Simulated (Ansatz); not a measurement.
PbI2

Input

```
crystal:
  lattice:
    - [4.5569277798, 0.0, 0.0]
    - [-2.2784638899, 3.9464152205, 0.0]
    - [0.0, 0.0, 6.9710955488]
  atoms:
    - { symbol: Pb, position: [0.0, 0.0, 0.0] }
    - { symbol: I, position: [0.3333333333, 0.6666666667, 0.2706247439] }
    - { symbol: I, position: [0.6666666667, 0.3333333333, 0.7293752561] }
basis:
  ecutwfc: 420
  ecutrho_ratio: 4
kpoints:
  mp_grid: { grid: [10, 10, 6] }
hamiltonian:
  xc: pbe
scf:
  occupations: { method: gaussian, width: 0.05 }
output:
  forces: true
  stress: true
  eigenvalues: true
  eigenstates:
    nscf_kmesh: { grid: [16, 16, 10] }
    de_dk: true
    e_range: [-2.5, 4.68408138305]
  write_density: true
  write_potential: true
  elf: true
  volumetric_format: npy
```

Run with:

```sh
ansatz run input.yaml --threads 4 --pin off --max-ram 9216MiB --backend cpu --events-out ev --progress --plain --runs-dir out
```

Below, planes, directions and counts refer to the conventional cell (a = 4.56 Å, b = 4.56 Å, c = 6.97 Å, α = 90.00°, β = 90.00°, γ = 120.00°).

Space group P-3m1; started from the CdI2 prototype.

Computed with DFT PBE, scalar-relativistic, plane waves, PAW (Ansatz).

### Predict the valence pseudo-density and electron localisation function between the atoms.

Pb–I (3.24 Å): the density is about 0.2 e/Å³ at the midpoint; the ELF is about 0.35 at the midpoint and 0.25 at its lowest between the atoms.

### Does the calculation make it a metal, or give it a gap?

It is gapped, with a Kohn–Sham gap of 2.2 eV on the k-point mesh (the band edges may lie off the mesh, which would make the gap smaller).

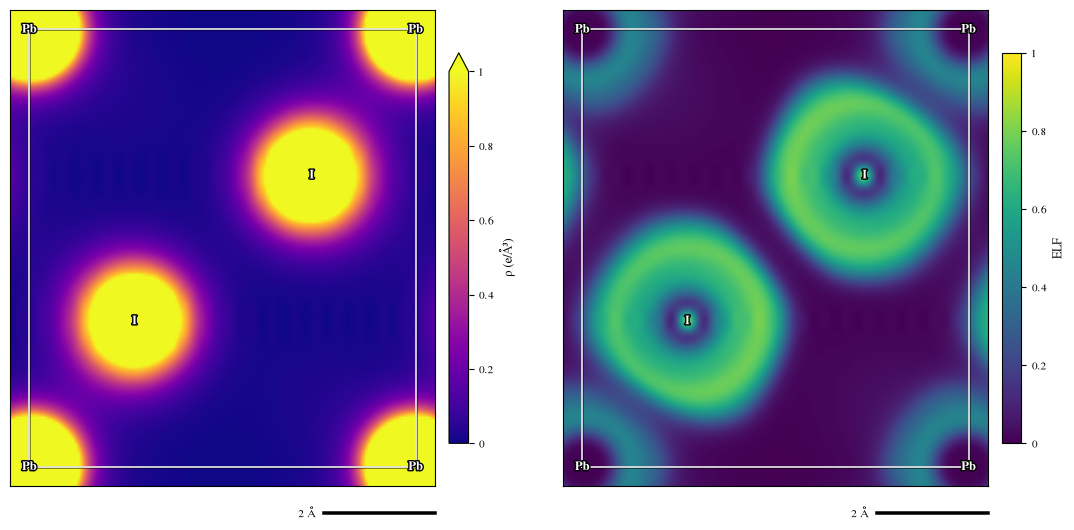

Computed valence pseudo-density and electron localisation function on the (110) plane of the conventional cell, in this order. 
